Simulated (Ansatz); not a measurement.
# Ta$_{3}$N$_{4}$: a changed input and its effect

System: Ta$_{3}$N$_{4}$ (P-43m, 7 atoms in the cell).
Method of run 1: DFT PBE, scalar-relativistic, plane waves, PAW, spin-polarised (Ansatz 0.2.0).

The structure was made by a generator, so it may or may not be a known phase. Text and figures count atoms from 1; the logs count them from 0 in places.

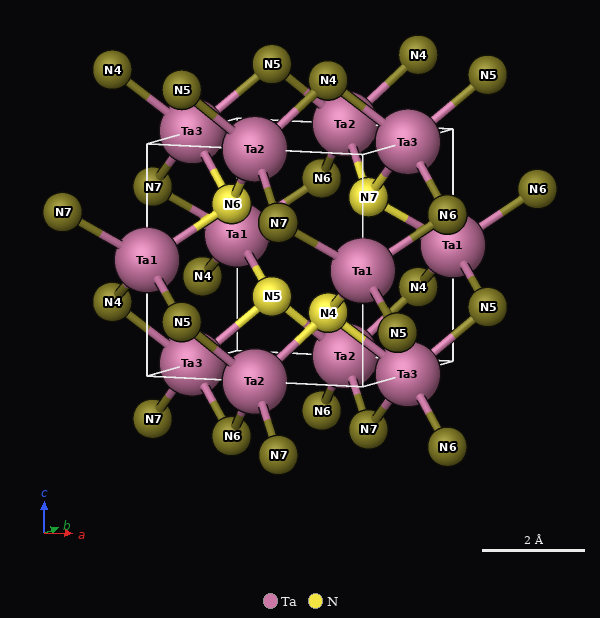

The input geometry (ball-and-stick view of the cell of the calculation, seen slightly off an axis; neighbours outside the cell are drawn fainter; atoms are numbered from 1 in the order of the input). Near neighbours in the crystal (not all of them lie inside the picture): Ta has 4 N at 2.08 Å; N has 3 Ta at 2.08 Å.

### The input, run 1
```yaml
crystal:
  lattice:
    - [4.61143606, 0.0, 0.0]
    - [0.0, 4.61143606, 0.0]
    - [0.0, 0.0, 4.61143606]
  atoms:
    - { symbol: Ta, position: [0.0, 0.0, 0.5], spin: 1.0 }
    - { symbol: Ta, position: [0.5, 0.0, 0.0], spin: 1.0 }
    - { symbol: Ta, position: [0.0, 0.5, 0.0], spin: 1.0 }
    - { symbol: "N", position: [0.72377767, 0.27622233, 0.27622233] }
    - { symbol: "N", position: [0.27622233, 0.72377767, 0.27622233] }
    - { symbol: "N", position: [0.27622233, 0.27622233, 0.72377767] }
    - { symbol: "N", position: [0.72377767, 0.72377767, 0.72377767] }
basis:
  ecutwfc: 420
kpoints:
  mp_grid: { grid: [4, 4, 4] }
hamiltonian:
  xc: pbe
scf:
  occupations: { method: gaussian, width: 0.1 }
  lower_state_search: "off"
output:
  forces: true
  stress: true
  eigenvalues: true
  populations: true
magnetization:
  spin_polarized: true
```

Launched with:
```bash
ansatz run input.yaml --threads 1 --pin off --max-ram 2048MiB --backend cpu --events-out ev --progress --plain --runs-dir out
```

Hardware: 1 thread of Intel Xeon (Granite Rapids), 64 GiB of memory available, shared host.

### Output, shortened to warnings, some set-up lines, iterations and results (run 1)
```
WARN: the starting moments were not kept: the SCF closed with an absolute magnetisation of 4.7e-6 μB, where they sum to 3 μB in size (3 sites). That is at most 0.1 of that sum. Measured as dr2_m measures the in/out step, that magnetisation stands 1.0e-12 eV from none, at or under the dr2_threshold of 1.0e-7 eV: it is no larger than a step whose dr2_m would equal this threshold. The system may …
Basis set: ecut = 420 eV, 1935 PW (Γ), exchange–correlation on 64×64×64 points (8 copies of the dense FFT grid, shifted against one another)
Symmetry: 24 space group operations
k-points: 10 of 64 (time reversal used)
Initial density: superposition of atomic densities (chi_scale 0.1, normalization cell, long waves kept (reshape's long-wave potential 0.03 eV rms))
[...]
SCF iter   1: F=—  HF=-31336.533353 eV  |F-HF|=—  |Δ(HF+E_count)|=         —  Δρ=4.52e-2 (↑4.20e-2 ↓4.52e-2)  dr2=4.03e0  dr2_m=8.14e-1  M=0.672 μB ∫|m|=0.876 μB  β_m=0.30  …
SCF iter   2: F=—  HF=-31336.110528 eV  |F-HF|=—  |Δ(HF+E_count)|=   4.23e-1  Δρ=3.31e-2 (↑2.84e-2 ↓3.31e-2)  dr2=1.68e0  dr2_m=4.43e-1  M=0.486 μB ∫|m|=0.707 μB  β_m=0.30  …
SCF iter   3: F=—  HF=-31335.901040 eV  |F-HF|=—  |Δ(HF+E_count)|=   2.09e-1  Δρ=2.25e-2 (↑1.76e-2 ↓2.25e-2)  dr2=5.94e-1  dr2_m=2.43e-1  M=0.352 μB ∫|m|=0.561 μB  β_m=0.30  …
SCF iter   4: F=—  HF=-31335.824265 eV  |F-HF|=—  |Δ(HF+E_count)|=   7.68e-2  Δρ=1.30e-2 (↑1.30e-2 ↓1.30e-2)  dr2=4.37e-2  dr2_m=1.39e-1  M=0.216 μB ∫|m|=0.413 μB  β_m=0.30  …
SCF iter   5: F=—  HF=-31335.853909 eV  |F-HF|=—  |Δ(HF+E_count)|=   2.96e-2  Δρ=9.78e-3 (↑9.78e-3 ↓9.51e-3)  dr2=2.50e-2  dr2_m=7.65e-2  M=0.147 μB ∫|m|=0.322 μB  β_m=0.30  …
[... 6 lines ...]
SCF iter  12: F=—  HF=-31335.896382 eV  |F-HF|=—  |Δ(HF+E_count)|=   2.56e-5  Δρ=8.33e-5 (↑4.40e-5 ↓8.33e-5)  dr2=1.89e-5  dr2_m=3.86e-7  M=0.000 μB ∫|m|=0.002 μB  β_m=0.72  …
SCF iter  13: F=—  HF=-31335.896379 eV  |F-HF|=—  |Δ(HF+E_count)|=   3.11e-6  Δρ=6.54e-6 (↑6.17e-6 ↓6.54e-6)  dr2=2.53e-8  dr2_m=3.35e-8  M=-0.000 μB ∫|m|=0.000 μB  β_m=0.86  …
SCF iter  14: F=-31335.896379 eV  HF=-31335.896379 eV  |F-HF|=3.97e-10  |Δ(HF+E_count)|=   6.87e-8  Δρ=8.71e-7 (↑8.71e-7 ↓8.40e-7)  dr2=3.66e-9  dr2_m=2.30e-10  M=-0.000 μB …
SCF iter  15: F=-31335.896379 eV  HF=-31335.896379 eV  |F-HF|=2.26e-10  |Δ(HF+E_count)|=   1.22e-9  Δρ=3.54e-7 (↑3.54e-7 ↓3.28e-7)  dr2=1.07e-9  dr2_m=1.43e-11  M=0.000 μB …
SCF 1 converged in 15 iterations: F = -31335.896379 eV  dr2 = 1.07e-9
SCF converged after 15 iterations
Magnetization: 0.0000 μB (29.5000 up, 29.5000 down)
Absolute magnetization: 0.0000 μB (∫|ρ↑−ρ↓|, with the PAW one-centre terms)
Spin contamination: 0.0000 ħ² per cell (⟨S²⟩ above its minimum at these occupations)
Per-site moments (μB) at R_I (Å): [(2.0903395353810566e-7, 0.8563654948765467), (2.090339534947341e-7, 0.8563654948765465), (2.0903395351545275e-7, 0.8563654948765465), (1.348831403649804e-7, 0.8563654948765467), (1.348831403731646e-7, 0.8563654948765467), (1.348831403182664e-7, …
Free energy (F): -31335.896379 eV
Harris-Foulkes:  -31335.896379 eV  (|F-HF|=2.26e-10)
Internal energy: -31335.889008 eV  (E = F + TS)
E sigma→0 (E₀):  -31335.892694 eV
Entropy (-TS):   -0.007371 eV (-1.053 meV/atom)
Fermi energy:    12.985243 eV
--- Per-component energies (eV) ---
  E_band       = -510.374875
  E_kinetic    = 1597.802237
  E_local      = -3101.558302  (includes V_loc(G=0)·N_el)
  E_nonlocal   = 225.478714
  E_hartree    = 1044.256316
  E_xc         = -888.736147
  E_vxc        = -908.099538  (∫ρ·V_xc dr)
  E_paw        = -25696.315479  (= ΣΔE_a)
  E_vpaw       = -412.510791  (= ΣTr[D̂ρ^β])
  E_aug_tail   = 0.000809  (compensation charges beyond the density's cutoff)
  E_ewald      = -4516.817157
  E_smearing   = -0.007371  (= −TS)
  E_closure    = 0.000000  (closes the sum)
  Σ components = -31335.896379   (vs F -31335.896379, Δ=0.00e0)
--- Forces (eV/Å), atoms counted from 1 ---
  atom   1  Ta    -0.00000000     0.00000000    -0.00000000
  atom   2  Ta     0.00000000     0.00000000    -0.00000000
  atom   3  Ta    -0.00000000     0.00000000     0.00000000
  atom   4  N      1.43893249    -1.43893249    -1.43893249
  atom   5  N     -1.43893249     1.43893249    -1.43893249
  atom   6  N     -1.43893249    -1.43893249     1.43893249
  atom   7  N      1.43893249     1.43893249     1.43893249
  max |Σ_I F_I| component: 2.22e-16 eV/Å
--- Stress (GPa, compression-positive) ---
      -10.969403       0.000000      -0.000000
        0.000000     -10.969403       0.000000
       -0.000000       0.000000     -10.969403
  P = ⅓ Tr σ = -10.9694 GPa (-109.694 kbar)
--- Löwdin populations: 7 sites ---
  site symbol       q [e]    m [muB]
     0     Ta     11.9914     0.0000
     1     Ta     11.9914     0.0000
     2     Ta     11.9914     0.0000
     3      N      5.6640    -0.0000
     4      N      5.6640    -0.0000
     5      N      5.6640    -0.0000
     6      N      5.6640    -0.0000
  spilling = 0.006268 (of n_electrons = 59.000000)
```

For run 2 the input was changed thus:
```diff
-    - { symbol: Ta, position: [0.0, 0.0, 0.5], spin: 1.0 }
-    - { symbol: Ta, position: [0.5, 0.0, 0.0], spin: 1.0 }
-    - { symbol: Ta, position: [0.0, 0.5, 0.0], spin: 1.0 }
+    - { symbol: Ta, position: [0.0, 0.0, 0.5] }
+    - { symbol: Ta, position: [0.5, 0.0, 0.0] }
+    - { symbol: Ta, position: [0.0, 0.5, 0.0] }
-  populations: true
-magnetization:
-  spin_polarized: true
```

How does run 2 compare with run 1?

The energy is the same within 0.01 meV per atom. The SCF takes 7 iterations against 15. The two runs start from different initial densities, which also moves the count.

### Output, shortened to warnings, some set-up lines, iterations and results (run 2)
```
Basis set: ecut = 420 eV, 1935 PW (Γ), exchange–correlation on 64×64×64 points (8 copies of the dense FFT grid, shifted against one another)
Symmetry: 24 space group operations
k-points: 10 of 64 (time reversal used)
Initial density: superposition of atomic densities (neutral atoms: chi_scale 0, normalization atom), corrected by the library's trained network
[...]
SCF iter   1: F=—  HF=-31335.936060 eV  |F-HF|=—  |Δ(HF+E_count)|=         —  Δρ=1.36e-2  dr2=2.29e-1  ethr=1.77e-3  ⟨swp⟩=5.8  Hψ=1501  notcnv=0
SCF iter   2: F=—  HF=-31335.902542 eV  |F-HF|=—  |Δ(HF+E_count)|=   3.35e-2  Δρ=5.80e-3  dr2=4.04e-2  ethr=3.88e-4  ⟨swp⟩=1.0  Hψ=450  notcnv=0  defer=2
SCF iter   3: F=—  HF=-31335.896673 eV  |F-HF|=—  |Δ(HF+E_count)|=   5.87e-3  Δρ=1.89e-3  dr2=4.55e-3  ethr=6.86e-5  ⟨swp⟩=2.1  Hψ=511  notcnv=0  defer=2
SCF iter   4: F=—  HF=-31335.896276 eV  |F-HF|=—  |Δ(HF+E_count)|=   3.96e-4  Δρ=4.02e-4  dr2=1.63e-4  ethr=7.71e-6  ⟨swp⟩=2.0  Hψ=501  notcnv=0  defer=2
SCF iter   5: F=—  HF=-31335.896313 eV  |F-HF|=—  |Δ(HF+E_count)|=   3.63e-5  Δρ=9.26e-5  dr2=1.14e-5  ethr=2.76e-7  ⟨swp⟩=2.0  Hψ=474  notcnv=0  defer=2
SCF iter   6: F=—  HF=-31335.896379 eV  |F-HF|=—  |Δ(HF+E_count)|=   6.61e-5  Δρ=2.05e-5  dr2=6.25e-7  ethr=1.93e-8  ⟨swp⟩=2.0  Hψ=506  notcnv=0  defer=2
SCF iter   7: F=-31335.896379 eV  HF=-31335.896379 eV  |F-HF|=2.23e-9  |Δ(HF+E_count)|=   2.91e-7  Δρ=5.79e-6  dr2=5.19e-8  ethr=1.69e-10  ⟨swp⟩=10.2  Hψ=1550  notcnv=0
SCF 1 converged in 7 iterations: F = -31335.896379 eV  dr2 = 5.19e-8
SCF converged after 7 iterations
Free energy (F): -31335.896379 eV
Harris-Foulkes:  -31335.896379 eV  (|F-HF|=2.23e-9)
Internal energy: -31335.889008 eV  (E = F + TS)
E sigma→0 (E₀):  -31335.892693 eV
Entropy (-TS):   -0.007372 eV (-1.053 meV/atom)
Fermi energy:    12.985223 eV
--- Per-component energies (eV) ---
  E_band       = -510.376003
  E_kinetic    = 1597.802261
  E_local      = -3101.559387  (includes V_loc(G=0)·N_el)
  E_nonlocal   = 225.478638
  E_hartree    = 1044.257479
  E_xc         = -888.736158
  E_vxc        = -908.099539  (∫ρ·V_xc dr)
  E_paw        = -25696.315494  (= ΣΔE_a)
  E_vpaw       = -412.510842  (= ΣTr[D̂ρ^β])
  E_aug_tail   = 0.000809  (compensation charges beyond the density's cutoff)
  E_ewald      = -4516.817157
  E_smearing   = -0.007372  (= −TS)
  E_closure    = 0.000000  (closes the sum)
  Σ components = -31335.896379   (vs F -31335.896379, Δ=0.00e0)
--- Forces (eV/Å), atoms counted from 1 ---
  atom   1  Ta    -0.00000000     0.00000000    -0.00000000
  atom   2  Ta     0.00000000     0.00000000    -0.00000000
  atom   3  Ta     0.00000000     0.00000000     0.00000000
  atom   4  N      1.43892610    -1.43892610    -1.43892610
  atom   5  N     -1.43892610     1.43892610    -1.43892610
  atom   6  N     -1.43892610    -1.43892610     1.43892610
  atom   7  N      1.43892610     1.43892610     1.43892610
  max |Σ_I F_I| component: 4.44e-16 eV/Å
--- Stress (GPa, compression-positive) ---
      -10.969463       0.000000       0.000000
       -0.000000     -10.969463       0.000000
        0.000000       0.000000     -10.969463
  P = ⅓ Tr σ = -10.9695 GPa (-109.695 kbar)
```

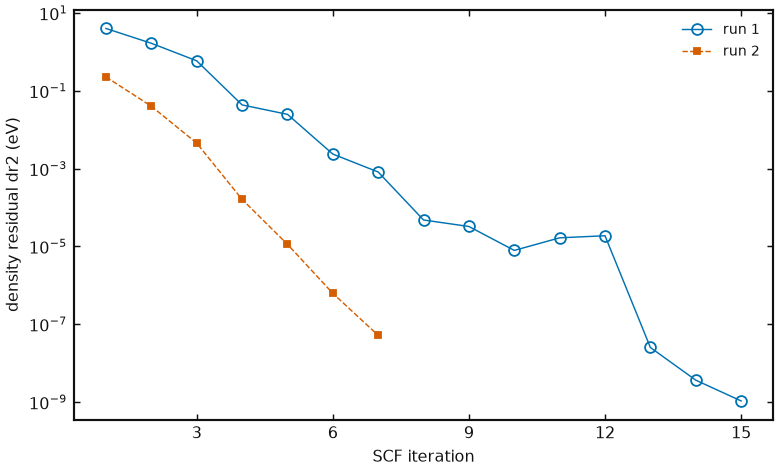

Convergence of the two runs: density residual dr2 against the SCF iteration. Run 1 takes 15 iterations in all, and run 2 takes 7.

### The two runs side by side

| quantity | run 1 | run 2 |
| --- | --- | --- |
| outcome | converged | converged |
| free energy per atom (eV) | −4476.5566 | −4476.5566 |
| energy per atom, smearing taken to zero (eV) | −4476.5561 | −4476.5561 |
| gap on the mesh (eV) | 0.00 | 0.00 |
| net moment of the cell (μB) | 0.00 | – |
| absolute moment of the cell (μB) | 0.00 | – |
| pressure (GPa) | −10.97 | −10.97 |
| largest force (eV/Å) | 2.492 | 2.492 |
| SCF iterations | 15 | 7 |
| irreducible k-points | 10 | 10 |
| plane waves at Γ | 1935 | 1935 |
| wall time (shared host) | 5.1 s | 1.5 s |

For both runs: Spin–orbit coupling is left out, which matters for Ta. The cell is under a tension of 11.0 GPa at this level, so it is not at its equilibrium volume. For run 1: Warnings: some starting moments were not kept. For run 2: The cell holds an odd number of electrons but the run has no spin polarisation, so it comes out as a metal.
